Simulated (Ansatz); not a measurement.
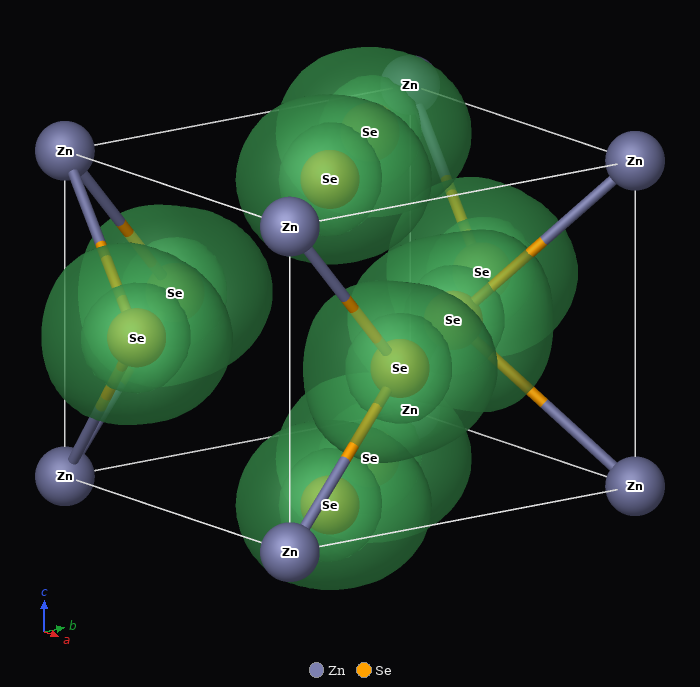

The picture shows: ZnSe5. Isosurface of the electron localisation function at 0.7 (green), seen slightly off an axis. Only the valence region is drawn (cores and ρ < 0.01 e/Å³ removed). Sticks mark near contacts.

Space group P-62m; a structure generated by program, which may or may not match a known phase.

The calculation used DFT PBE, scalar-relativistic, plane waves, PAW in Ansatz 0.2.0.

Q: What do the ELF domains correspond to?

A: The ELF exceeds this value in five regions wrapped around Se (the valence shell of each), counted in one cell of 6 atoms. Regions shared between cells count once.

Values along the shortest contacts:
Zn–Se (2.74 Å): the ELF is about 0.45 at the midpoint.

Q: Does the calculation give a band gap?

A: It is gapless in this calculation (a metal or semimetal).
